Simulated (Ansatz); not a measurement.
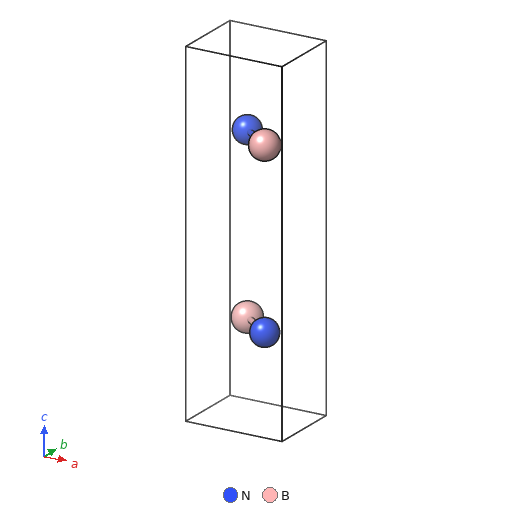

System: BN, space group P6_3/mmc (No. 194). The picture shows the conventional cell.

Starting cell:
```cif
data_structure
_symmetry_space_group_name_H-M 'P 1'
_symmetry_Int_Tables_number 1
_cell_length_a 2.4982
_cell_length_b 2.4982
_cell_length_c 6.6357
_cell_angle_alpha 90.000
_cell_angle_beta 90.000
_cell_angle_gamma 120.000
_cell_volume 35.87
loop_
_atom_site_label
_atom_site_type_symbol
_atom_site_fract_x
_atom_site_fract_y
_atom_site_fract_z
_atom_site_occupancy
N1 N 0.66667 0.33333 0.25000 1
N2 N 0.33333 0.66667 0.75000 1
B1 B 0.66667 0.33333 0.75000 1
B2 B 0.33333 0.66667 0.25000 1
```

Computed with Ansatz 0.2.0: all-electron LAPW DFT, no spin polarisation; energies at scaled volumes of the given cell, shape and fractions fixed, counted from the fit's minimum, third-order Birch-Murnaghan fit. Level: PBE.

k mesh 12×12×4; occupations Fermi–Dirac; smearing width 0.05 eV; potentials all electron LAPW, scalar relativistic; program settings basis error eV/atom 0.001.

Describe the result: the energy and pressure against volume. The volume takes the values 8.4286, 8.6079, 8.7872, 8.9666, 9.1459, 9.3252, 9.5046 Å³/atom.

A third-order Birch–Murnaghan fit gives V0 = 9.15 Å³/atom, B0 = 236 GPa and B′ = 3.6. The energy is 47.89 meV/atom at volume 8.4286 Å³/atom and 9.41 meV/atom at 9.5046 Å³/atom; the lowest computed point is at volume 9.1459 Å³/atom (0.00 meV/atom), and no other minimum shows. The pressure falls from 22.57 GPa at volume 8.4286 Å³/atom to −8.33 GPa at 9.5046 Å³/atom, and changes sign near 9.15 Å³/atom.

| volume (Å³/atom) | energy (meV/atom) | pressure (GPa) |
| --- | --- | --- |
| 8.4286 | 47.89 | 22.57 |
| 8.6079 | 26.26 | 16.19 |
| 8.7872 | 11.46 | 10.36 |
| 8.9666 | 2.88 | 5.04 |
| 9.1459 | 0.00 | 0.18 |
| 9.3252 | 2.33 | −4.26 |
| 9.5046 | 9.41 | −8.33 |

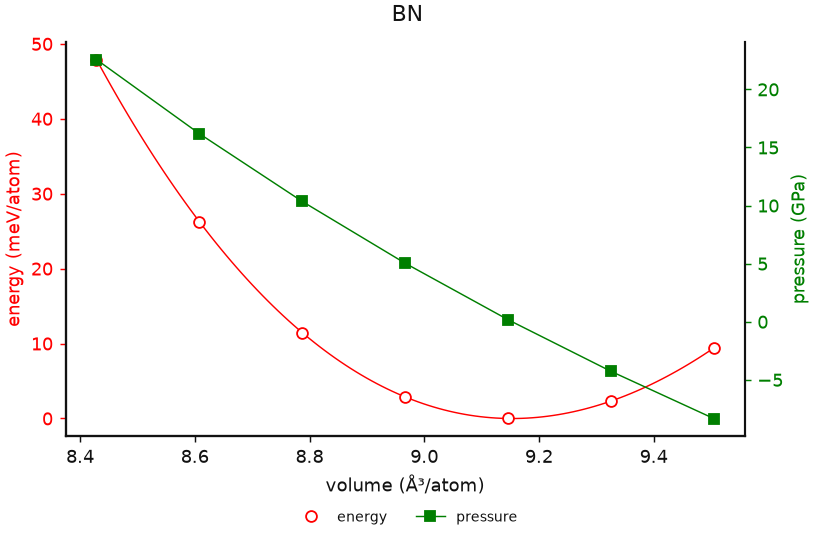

Caveats: shape and atomic fractions are frozen while scaling, which makes layered, chain and framework solids too stiff.
